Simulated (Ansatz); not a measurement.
C: single-point calculation (part 2 of 3)

The same run, continued: C (P6₃mc, 12 atoms in the cell); DFT r2SCAN, scalar-relativistic, plane waves, PAW, spin-polarised (Ansatz 0.2.0); cutoff 500 eV, 12×12×1 k-mesh, Gaussian smearing of 0.1 eV, collinear spins. The structure derives from a Materials Project entry.

Geometry of the input (Å; fractional positions):
```
2.4562  0.0000  0.0000
-1.2281  2.1272  0.0000
0.0000  0.0000  29.4919
C  0.6667  0.3333  0.9984
C  0.6667  0.3333  0.4984
C  0.6667  0.3333  0.7328
C  0.6667  0.3333  0.2328
C  0.0000  0.0000  0.6158
C  0.3333  0.6667  0.2328
C  0.0000  0.0000  0.1158
C  0.6667  0.3333  0.6158
C  0.3333  0.6667  0.7328
C  0.3333  0.6667  0.1158
C  0.3333  0.6667  0.4984
C  0.3333  0.6667  0.9984
```

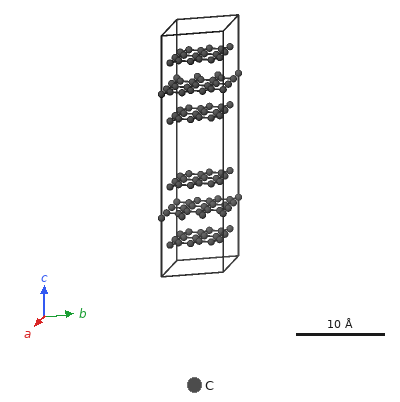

**Figure 1.** The structure (ball-and-stick view of the 3 × 3 repeat of the cell, with the vacuum cut short, seen slightly off an axis). An atom can appear more than once, as a periodic image.

### Output, continued
```
SCF iter   1: F=-3017.270784 eV  HF=-3018.297790 eV  |F-HF|=1.03e0  |Δ(HF+E_count)|=         —  Δρ=1.01e-1 (↑6.09e-2 ↓1.01e-1)  dr2=1.45e1  dr2_τ=1.08e0  dr2_m=6.01e0  M=0.168 μB ∫|m|=0.394 μB  β_m=0.30  ethr=3.10e-3  ⟨swp⟩=8.6  Hψ=8424  notcnv=0  defer=7
preconditioner: auto → Resta (q_TF=auto, 2.246 Å⁻¹)  ε∞=2.2  [insulator: Δε(μ)=0.378 eV  Ē_g=18.780 eV  σ=0.100 eV  W_gap=0.99  n_scr=20 (ndim 8)  ℏωp=20.7 eV  f_vac=0.287  D(μ)=0.05/eV (n_scr^D=2)  ε∞_Penn≈2.2  vacuum switching on, ρ_ref=2.6e-2 e/Å³]
spin=Collinear: Resta preconditioning applied to the charge; magnetization (m = ρ↑ − ρ↓) channel mixes plain (no charge-response kernel on spin).
SCF iter   2: F=-3018.623167 eV  HF=-3018.422456 eV  |F-HF|=2.01e-1  |Δ(HF+E_count)|=   1.25e-1  Δρ=7.12e-2 (↑4.24e-2 ↓7.12e-2)  dr2=6.94e0  dr2_τ=3.29e-2  dr2_m=2.97e0  M=0.167 μB ∫|m|=0.307 μB  β_m=0.30  ethr=3.10e-3  ⟨swp⟩=2.2  Hψ=3173  notcnv=0  defer=407  κ⁻¹=1.0e0(r=1)
SCF iter   3: F=-3019.855032 eV  HF=-3017.989002 eV  |F-HF|=1.87e0  |Δ(HF+E_count)|=   4.33e-1  Δρ=3.27e-2 (↑3.27e-2 ↓3.15e-2)  dr2=5.09e-2  dr2_τ=1.36e-2  dr2_m=1.42e0  M=0.164 μB ∫|m|=0.321 μB  β_m=0.30  ethr=3.10e-3  ⟨swp⟩=3.5  Hψ=3326  notcnv=0  defer=427  κ⁻¹=6.6e-4(r=2)
SCF iter   4: F=-3019.890651 eV  HF=-3019.001521 eV  |F-HF|=8.89e-1  |Δ(HF+E_count)|=    1.01e0  Δρ=2.26e-2 (↑2.24e-2 ↓2.26e-2)  dr2=1.22e-2  dr2_τ=1.44e-3  dr2_m=7.10e-1  M=0.132 μB ∫|m|=0.252 μB  β_m=0.30  ethr=1.06e-4  ⟨swp⟩=2.6  Hψ=3183  notcnv=0  defer=422  κ⁻¹=8.6e-5(r=3)
SCF iter   5: F=-3019.907953 eV  HF=-3019.475175 eV  |F-HF|=4.33e-1  |Δ(HF+E_count)|=   4.74e-1  Δρ=1.58e-2 (↑1.58e-2 ↓1.58e-2)  dr2=6.00e-4  dr2_τ=6.46e-4  dr2_m=3.53e-1  M=0.113 μB ∫|m|=0.207 μB  β_m=0.30  ethr=2.55e-5  ⟨swp⟩=2.1  Hψ=2426  notcnv=0  defer=422  κ⁻¹=8.9e-6(r=4)
SCF iter   6: F=-3019.914098 eV  HF=-3019.698287 eV  |F-HF|=2.16e-1  |Δ(HF+E_count)|=   2.23e-1  Δρ=1.11e-2 (↑1.11e-2 ↓1.11e-2)  dr2=1.27e-4  dr2_τ=3.19e-4  dr2_m=1.75e-1  M=0.111 μB ∫|m|=0.178 μB  β_m=0.32  ethr=1.25e-6  ⟨swp⟩=3.3  Hψ=2907  notcnv=0  defer=422
Mixer restart at iter 6: flushing history
spin-set hold released at iteration 6 (site moments contracting): the magnetisation degrees of freedom join the quasi-Newton model from the next iteration; the mixer history was flushed
SCF iter   7: F=-3019.917784 eV  HF=-3019.814990 eV  |F-HF|=1.03e-1  |Δ(HF+E_count)|=   1.17e-1  Δρ=7.68e-3 (↑7.66e-3 ↓7.68e-3)  dr2=8.58e-5  dr2_τ=1.60e-4  dr2_m=8.31e-2  M=0.108 μB ∫|m|=0.157 μB  β_m=1.03  ethr=2.65e-7  ⟨swp⟩=3.0  Hψ=2998  notcnv=0  defer=422  κ⁻¹=1.0e0(r=1)
SCF iter   8: F=-3019.925166 eV  HF=-3019.924732 eV  |F-HF|=4.34e-4  |Δ(HF+E_count)|=   1.10e-1  Δρ=4.99e-4 (↑4.63e-4 ↓4.99e-4)  dr2=9.47e-5  dr2_τ=2.25e-5  dr2_m=3.20e-4  M=0.043 μB ∫|m|=0.096 μB  β_m=1.20  ethr=1.79e-7  ⟨swp⟩=4.2  Hψ=4080  notcnv=0  defer=422  κ⁻¹=6.2e-4(r=2)
SCF iter   9: F=-3019.925468 eV  HF=-3019.925319 eV  |F-HF|=1.49e-4  |Δ(HF+E_count)|=   5.87e-4  Δρ=2.11e-4 (↑1.84e-4 ↓2.11e-4)  dr2=9.12e-6  dr2_τ=4.99e-6  dr2_m=5.28e-5  M=0.030 μB ∫|m|=0.100 μB  β_m=1.20  ethr=1.79e-7  ⟨swp⟩=3.4  Hψ=2575  notcnv=0  defer=422  κ⁻¹=5.8e-4(r=3)
SCF iter  10: F=-3019.925524 eV  HF=-3019.925462 eV  |F-HF|=6.15e-5  |Δ(HF+E_count)|=   1.43e-4  Δρ=6.07e-5 (↑4.90e-5 ↓6.07e-5)  dr2=3.30e-6  dr2_τ=3.67e-7  dr2_m=3.40e-6  M=0.023 μB ∫|m|=0.104 μB  β_m=1.20  ethr=1.90e-8  ⟨swp⟩=3.2  Hψ=2859  notcnv=0  defer=422  κ⁻¹=7.9e-5(r=4)
SCF iter  11: F=-3019.925532 eV  HF=-3019.925501 eV  |F-HF|=3.04e-5  |Δ(HF+E_count)|=   3.93e-5  Δρ=3.21e-5 (↑3.12e-5 ↓3.21e-5)  dr2=1.97e-6  dr2_τ=1.19e-7  dr2_m=1.02e-6  M=0.021 μB ∫|m|=0.106 μB  β_m=1.20  ethr=6.88e-9  ⟨swp⟩=2.5  Hψ=2294  notcnv=0  defer=422  κ⁻¹=3.1e-5(r=5)
SCF iter  12: F=-3019.925537 eV  HF=-3019.925518 eV  |F-HF|=1.89e-5  |Δ(HF+E_count)|=   1.65e-5  Δρ=3.07e-5 (↑3.07e-5 ↓2.95e-5)  dr2=7.54e-7  dr2_τ=1.11e-7  dr2_m=1.07e-6  M=0.020 μB ∫|m|=0.107 μB  β_m=1.20  ethr=4.11e-9  ⟨swp⟩=2.1  Hψ=2084  notcnv=0  defer=422  κ⁻¹=2.0e-6(r=6)
SCF iter  13: F=-3019.925550 eV  HF=-3019.925545 eV  |F-HF|=4.78e-6  |Δ(HF+E_count)|=   2.73e-5  Δρ=3.03e-5 (↑3.00e-5 ↓3.03e-5)  dr2=9.34e-8  dr2_τ=1.23e-7  dr2_m=1.26e-6  M=0.020 μB ∫|m|=0.112 μB  β_m=1.20  ethr=2.08e-10  ⟨swp⟩=20.3  Hψ=12918  notcnv=0  κ⁻¹=4.4e-7(r=7)
SCF iter  14: F=-3019.925556 eV  HF=-3019.925552 eV  |F-HF|=4.71e-6  |Δ(HF+E_count)|=   6.46e-6  Δρ=3.14e-5 (↑3.07e-5 ↓3.14e-5)  dr2=3.61e-8  dr2_τ=1.33e-7  dr2_m=1.36e-6  M=0.021 μB ∫|m|=0.114 μB  β_m=1.20  ethr=1.95e-10  ⟨swp⟩=7.0  Hψ=6857  notcnv=0  κ⁻¹=4.4e-8(r=8)
SCF iter  15: F=-3019.925530 eV  HF=-3019.925527 eV  |F-HF|=3.44e-6  |Δ(HF+E_count)|=   2.48e-5  Δρ=2.55e-5 (↑2.40e-5 ↓2.55e-5)  dr2=8.82e-8  dr2_τ=8.24e-8  dr2_m=8.52e-7  M=0.020 μB ∫|m|=0.102 μB  β_m=1.20  ethr=7.53e-11  ⟨swp⟩=9.8  Hψ=8570  notcnv=0  κ⁻¹=2.6e-8(r=8)
SCF iter  16: F=-3019.925500 eV  HF=-3019.925494 eV  |F-HF|=6.38e-6  |Δ(HF+E_count)|=   3.31e-5  Δρ=1.52e-5 (↑1.52e-5 ↓1.45e-5)  dr2=8.84e-8  dr2_τ=2.91e-8  dr2_m=2.88e-7  M=0.017 μB ∫|m|=0.075 μB  β_m=1.20  ethr=7.53e-11  ⟨swp⟩=11.6  Hψ=9462  notcnv=0  κ⁻¹=8.2e-6(r=8)
SCF iter  17: F=-3019.925502 eV  HF=-3019.925498 eV  |F-HF|=3.97e-6  |Δ(HF+E_count)|=   4.16e-6  Δρ=1.38e-5 (↑1.35e-5 ↓1.38e-5)  dr2=3.14e-8  dr2_τ=2.72e-8  dr2_m=2.50e-7  M=0.017 μB ∫|m|=0.073 μB  β_m=1.20  ethr=7.53e-11  ⟨swp⟩=6.1  Hψ=6624  notcnv=0  κ⁻¹=3.7e-5(r=8)
SCF iter  18: F=-3019.925503 eV  HF=-3019.925502 eV  |F-HF|=1.26e-6  |Δ(HF+E_count)|=   3.92e-6  Δρ=1.21e-5 (↑1.21e-5 ↓1.16e-5)  dr2=3.54e-9  dr2_τ=1.91e-8  dr2_m=1.98e-7  M=0.015 μB ∫|m|=0.064 μB  β_m=1.20  ethr=6.53e-11  ⟨swp⟩=8.3  Hψ=7517  notcnv=0  κ⁻¹=1.7e-4(r=8)
SCF iter  19: F=-3019.925505 eV  HF=-3019.925505 eV  |F-HF|=6.52e-7  |Δ(HF+E_count)|=   2.78e-6  Δρ=1.02e-5 (↑1.02e-5 ↓1.01e-5)  dr2=4.54e-9  dr2_τ=1.40e-8  dr2_m=1.45e-7  M=0.014 μB ∫|m|=0.060 μB  β_m=1.20  ethr=7.38e-12  ⟨swp⟩=7.1  Hψ=6933  notcnv=0  κ⁻¹=2.2e-3(r=8)
SCF iter  20: F=-3019.925510 eV  HF=-3019.925508 eV  |F-HF|=1.31e-6  |Δ(HF+E_count)|=   3.92e-6  Δρ=6.73e-6 (↑6.73e-6 ↓6.68e-6)  dr2=1.61e-8  dr2_τ=5.31e-9  dr2_m=5.55e-8  M=0.012 μB ∫|m|=0.049 μB  β_m=1.20  ethr=7.38e-12  ⟨swp⟩=9.0  Hψ=8166  notcnv=0  κ⁻¹=1.3e-3(r=8)
SCF iter  21: F=-3019.925512 eV  HF=-3019.925511 eV  |F-HF|=9.57e-7  |Δ(HF+E_count)|=   2.79e-6  Δρ=4.68e-6 (↑4.54e-6 ↓4.68e-6)  dr2=1.55e-8  dr2_τ=2.26e-9  dr2_m=2.22e-8  M=0.010 μB ∫|m|=0.041 μB  β_m=1.20  ethr=7.38e-12  ⟨swp⟩=8.8  Hψ=7949  notcnv=0  κ⁻¹=1.0e-3(r=8)
iter 22 did not close the SCF: its close was put off for a magnetic moment that had not settled (scf_convergence_deferred on its scf_iter line)
SCF iter  22: F=-3019.925514 eV  HF=-3019.925514 eV  |F-HF|=7.99e-9  |Δ(HF+E_count)|=   2.88e-6  Δρ=2.23e-6 (↑2.14e-6 ↓2.23e-6)  dr2=6.23e-9  dr2_τ=5.52e-10  dr2_m=5.64e-9  M=0.007 μB ∫|m|=0.026 μB  β_m=1.20  ethr=7.38e-12  ⟨swp⟩=9.7  Hψ=8435  notcnv=0  κ⁻¹=1.4e-3(r=8)
iter 23 did not close the SCF: its close was put off for a magnetic moment that had not settled (scf_convergence_deferred on its scf_iter line)
SCF iter  23: F=-3019.925514 eV  HF=-3019.925514 eV  |F-HF|=1.66e-8  |Δ(HF+E_count)|=   3.45e-7  Δρ=1.60e-6 (↑1.60e-6 ↓1.42e-6)  dr2=5.00e-9  dr2_τ=2.47e-10  dr2_m=2.65e-9  M=0.005 μB ∫|m|=0.022 μB  β_m=1.20  ethr=7.38e-12  ⟨swp⟩=4.3  Hψ=7534  notcnv=0  κ⁻¹=1.5e-3(r=8)
iter 24 did not close the SCF: its close was put off for a magnetic moment that had not settled (scf_convergence_deferred on its scf_iter line)
SCF iter  24: F=-3019.925515 eV  HF=-3019.925515 eV  |F-HF|=3.82e-8  |Δ(HF+E_count)|=   1.40e-7  Δρ=1.37e-6 (↑1.37e-6 ↓1.10e-6)  dr2=2.25e-9  dr2_τ=1.60e-10  dr2_m=1.79e-9  M=0.005 μB ∫|m|=0.019 μB  β_m=1.20  ethr=7.38e-12  ⟨swp⟩=3.6  Hψ=6708  notcnv=0  κ⁻¹=3.3e-3(r=8)
iter 25 did not close the SCF: its close was put off for a magnetic moment that had not settled (scf_convergence_deferred on its scf_iter line)
SCF iter  25: F=-3019.925515 eV  HF=-3019.925515 eV  |F-HF|=1.83e-8  |Δ(HF+E_count)|=   2.14e-7  Δρ=1.20e-6 (↑1.20e-6 ↓9.37e-7)  dr2=1.63e-9  dr2_τ=1.27e-10  dr2_m=1.41e-9  M=0.003 μB ∫|m|=0.015 μB  β_m=1.20  ethr=4.69e-12  ⟨swp⟩=3.8  Hψ=7493  notcnv=0  κ⁻¹=7.2e-4(r=8)
iter 26 did not close the SCF: its close was put off for a magnetic moment that had not settled (scf_convergence_deferred on its scf_iter line)
SCF iter  26: F=-3019.925515 eV  HF=-3019.925515 eV  |F-HF|=7.92e-9  |Δ(HF+E_count)|=   1.56e-7  Δρ=9.51e-7 (↑9.51e-7 ↓8.10e-7)  dr2=8.12e-10  dr2_τ=9.22e-11  dr2_m=9.77e-10  M=0.002 μB ∫|m|=0.009 μB  β_m=1.20  ethr=3.39e-12  ⟨swp⟩=3.9  Hψ=7973  notcnv=0  κ⁻¹=1.0e-3(r=8)
iter 27 did not close the SCF: its close was put off for a magnetic moment that had not settled (scf_convergence_deferred on its scf_iter line)
SCF iter  27: F=-3019.925515 eV  HF=-3019.925515 eV  |F-HF|=3.10e-9  |Δ(HF+E_count)|=   6.44e-8  Δρ=8.04e-7 (↑8.04e-7 ↓7.73e-7)  dr2=3.40e-10  dr2_τ=8.26e-11  dr2_m=8.11e-10  M=0.000 μB ∫|m|=0.005 μB  β_m=0.85  ethr=1.69e-12  ⟨swp⟩=3.8  Hψ=8055  notcnv=0  κ⁻¹=6.7e-4(r=8)
iter 28 did not close the SCF: its close was put off for a magnetic moment that had not settled (scf_convergence_deferred on its scf_iter line)
SCF iter  28: F=-3019.925515 eV  HF=-3019.925515 eV  |F-HF|=2.82e-9  |Δ(HF+E_count)|=   8.67e-9  Δρ=7.98e-7 (↑7.89e-7 ↓7.98e-7)  dr2=1.18e-10  dr2_τ=4.23e-11  dr2_m=8.53e-10  M=0.000 μB ∫|m|=0.005 μB  β_m=1.20  ethr=1.00e-12  ⟨swp⟩=2.4  Hψ=6429  notcnv=0  κ⁻¹=9.7e-4(r=8)
iter 29 did not close the SCF: its close was put off for a magnetic moment that had not settled (scf_convergence_deferred on its scf_iter line)
SCF iter  29: F=-3019.925515 eV  HF=-3019.925515 eV  |F-HF|=4.03e-9  |Δ(HF+E_count)|=   1.26e-8  Δρ=7.81e-7 (↑7.81e-7 ↓7.73e-7)  dr2=6.72e-11  dr2_τ=8.26e-11  dr2_m=8.33e-10  M=0.001 μB ∫|m|=0.007 μB  β_m=1.20  ethr=1.00e-12  ⟨swp⟩=2.1  Hψ=6832  notcnv=0  κ⁻¹=9.9e-4(r=8)
iter 30 did not close the SCF: its close was put off for a magnetic moment that had not settled (scf_convergence_deferred on its scf_iter line)
SCF iter  30: F=-3019.925515 eV  HF=-3019.925515 eV  |F-HF|=4.12e-9  |Δ(HF+E_count)|=  9.49e-10  Δρ=7.85e-7 (↑7.85e-7 ↓7.74e-7)  dr2=6.26e-11  dr2_τ=8.33e-11  dr2_m=8.40e-10  M=0.001 μB ∫|m|=0.007 μB  β_m=1.20  ethr=1.00e-12  ⟨swp⟩=1.0  Hψ=4752  notcnv=0  κ⁻¹=6.7e-5(r=8)
iter 31 did not close the SCF: its close was put off for a magnetic moment that had not settled (scf_convergence_deferred on its scf_iter line)
SCF iter  31: F=-3019.925515 eV  HF=-3019.925515 eV  |F-HF|=3.40e-9  |Δ(HF+E_count)|=   1.05e-8  Δρ=8.08e-7 (↑8.01e-7 ↓8.08e-7)  dr2=4.06e-11  dr2_τ=8.97e-11  dr2_m=9.06e-10  M=0.001 μB ∫|m|=0.007 μB  β_m=1.20  ethr=1.00e-12  ⟨swp⟩=1.8  Hψ=5512  notcnv=0  κ⁻¹=2.8e-4(r=8)
iter 32 did not close the SCF: its close was put off for a magnetic moment that had not settled (scf_convergence_deferred on its scf_iter line)
SCF iter  32: F=-3019.925515 eV  HF=-3019.925515 eV  |F-HF|=5.30e-9  |Δ(HF+E_count)|=   8.84e-9  Δρ=7.60e-7 (↑7.60e-7 ↓7.44e-7)  dr2=8.37e-11  dr2_τ=7.68e-11  dr2_m=7.77e-10  M=0.000 μB ∫|m|=0.005 μB  β_m=1.20  ethr=1.00e-12  ⟨swp⟩=2.2  Hψ=6924  notcnv=0  κ⁻¹=3.2e-4(r=8)
iter 33 did not close the SCF: its close was put off for a magnetic moment that had not settled (scf_convergence_deferred on its scf_iter line)
SCF iter  33: F=-3019.925515 eV  HF=-3019.925515 eV  |F-HF|=6.13e-9  |Δ(HF+E_count)|=   1.48e-8  Δρ=7.07e-7 (↑7.00e-7 ↓7.07e-7)  dr2=1.16e-10  dr2_τ=6.67e-11  dr2_m=6.68e-10  M=-0.000 μB ∫|m|=0.005 μB  β_m=1.20  ethr=1.00e-12  ⟨swp⟩=2.6  Hψ=6782  notcnv=0  κ⁻¹=2.3e-4(r=8)
iter 34 did not close the SCF: its close was put off for a magnetic moment that had not settled (scf_convergence_deferred on its scf_iter line)
SCF iter  34: F=-3019.925515 eV  HF=-3019.925515 eV  |F-HF|=5.78e-9  |Δ(HF+E_count)|=   6.93e-8  Δρ=5.44e-7 (↑5.27e-7 ↓5.44e-7)  dr2=3.26e-10  dr2_τ=3.71e-11  dr2_m=3.62e-10  M=-0.002 μB ∫|m|=0.008 μB  β_m=1.20  ethr=1.00e-12  ⟨swp⟩=3.7  Hψ=7901  notcnv=0  κ⁻¹=2.0e-4(r=8)
iter 35 did not close the SCF: its close was put off for a magnetic moment that had not settled (scf_convergence_deferred on its scf_iter line)
SCF iter  35: F=-3019.925515 eV  HF=-3019.925515 eV  |F-HF|=2.96e-9  |Δ(HF+E_count)|=   3.49e-8  Δρ=4.06e-7 (↑4.06e-7 ↓4.05e-7)  dr2=7.60e-11  dr2_τ=2.15e-11  dr2_m=2.13e-10  M=-0.002 μB ∫|m|=0.008 μB  β_m=1.20  ethr=1.00e-12  ⟨swp⟩=2.2  Hψ=6567  notcnv=0  κ⁻¹=1.8e-4(r=8)
iter 36 did not close the SCF: its close was put off for a magnetic moment that had not settled (scf_convergence_deferred on its scf_iter line)
SCF iter  36: F=-3019.925515 eV  HF=-3019.925515 eV  |F-HF|=1.74e-9  |Δ(HF+E_count)|=   1.15e-8  Δρ=3.52e-7 (↑3.52e-7 ↓3.10e-7)  dr2=8.32e-11  dr2_τ=1.52e-11  dr2_m=1.41e-10  M=-0.002 μB ∫|m|=0.007 μB  β_m=1.20  ethr=1.00e-12  ⟨swp⟩=2.3  Hψ=6391  notcnv=0  κ⁻¹=1.7e-4(r=8)
iter 37 did not close the SCF: its close was put off for a magnetic moment that had not settled (scf_convergence_deferred on its scf_iter line)
SCF iter  37: F=-3019.925515 eV  HF=-3019.925515 eV  |F-HF|=7.59e-10  |Δ(HF+E_count)|=   9.27e-9  Δρ=2.54e-7 (↑2.49e-7 ↓2.54e-7)  dr2=4.00e-11  dr2_τ=9.01e-12  dr2_m=8.18e-11  M=-0.001 μB ∫|m|=0.006 μB  β_m=1.20  ethr=1.00e-12  ⟨swp⟩=2.2  Hψ=6425  notcnv=0  κ⁻¹=5.7e-4(r=8)
```
